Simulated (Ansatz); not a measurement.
System: Al, space group Fm-3m (No. 225).

Structure:
```
CELL_PARAMETERS angstrom
0.00000 2.02481 2.02481
2.02481 0.00000 2.02481
2.02481 2.02481 0.00000
ATOMIC_POSITIONS crystal
Al 0.00000 0.00000 0.00000
```

Computed with Ansatz 0.2.0: plane-wave DFT, no spin polarisation; energies at scaled volumes of the given cell, shape and fractions fixed, counted from the fit's minimum, third-order Birch-Murnaghan fit. Level: RPBE with D4.

k mesh 11×11×11; occupations Fermi–Dirac; smearing width 0.05 eV; potentials Ansatz PAW; wave cutoff 420 eV; density cutoff 1680 eV.

Predict the energy and pressure against volume. The volume takes the values 15.61, 15.94, 16.27, 16.60, 16.93, 17.27, 17.60 Å³/atom.

A third-order Birch–Murnaghan fit gives V0 = 15.61 Å³/atom, B0 = 91.4 GPa and B′ = 4.4. The energy rises from 0.00 meV/atom at volume 15.61 Å³/atom to 58.42 meV/atom at 17.60 Å³/atom. The pressure falls from −0.01 GPa at volume 15.61 Å³/atom to −8.43 GPa at 17.60 Å³/atom.

```
volume (Å³/atom)  energy (meV/atom)  pressure (GPa)
           15.61               0.00           -0.01
           15.94               1.94           -1.83
           16.27               7.46           -3.47
           16.60              16.20           -4.94
           16.93              27.82           -6.24
           17.27              41.98           -7.40
           17.60              58.42           -8.43
```

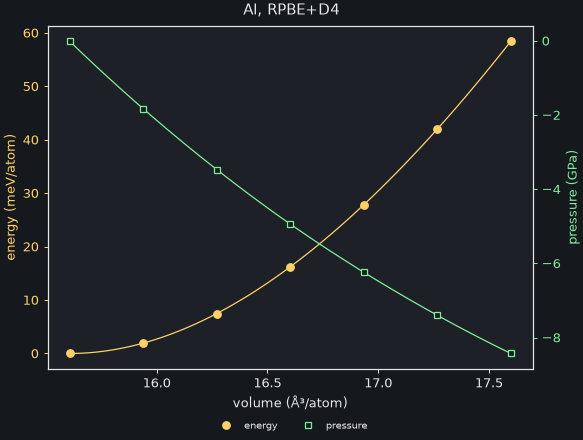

Note: the fit and the printed pressures don't fully agree, or the minimum lies near the end of the range; the functional was run on potentials made for another functional.
